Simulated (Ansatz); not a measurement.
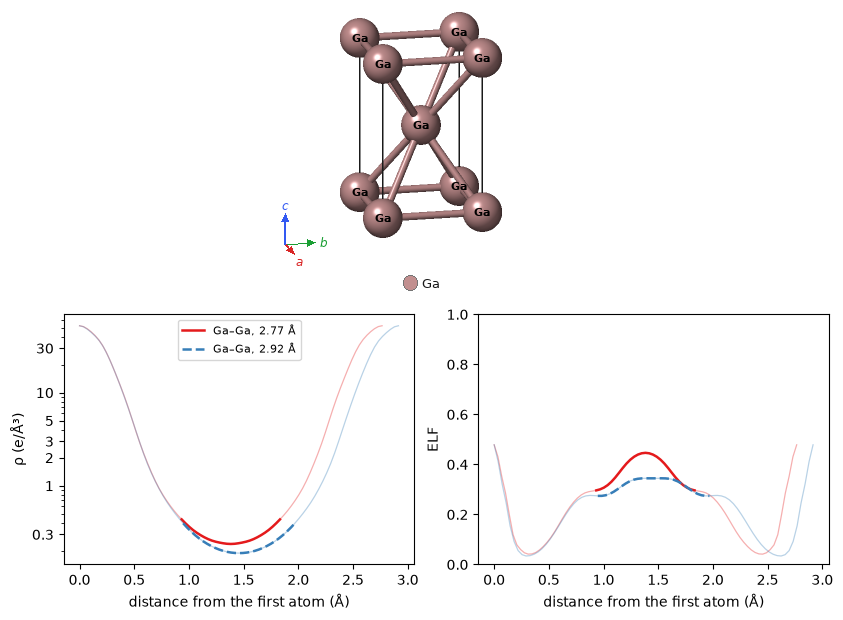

The picture shows: Ga. Valence electron density and ELF along straight lines between neighbouring atoms. Thin, pale parts lie inside the atomic spheres. The structure is drawn too.

Space group I4/mmm; changed on purpose from its base cell (strain -0.015 along x and y, -0.030 along z, atoms carried along); computed pressure about 5 GPa in this cell; computed without spin polarisation.

All numbers below come from DFT r2SCAN, scalar-relativistic, plane waves, PAW in Ansatz.

In a PAW calculation such maps are meaningful between the atoms, not at the nuclei.

Compare the contacts.

Answer. Ga–Ga (2.77 Å): ρ is about 0.24 e/Å³ halfway; the ELF is about 0.45 at the midpoint.
Ga–Ga (2.92 Å): ρ at the midpoint is about 0.19 e/Å³; the ELF is about 0.35 at the midpoint.
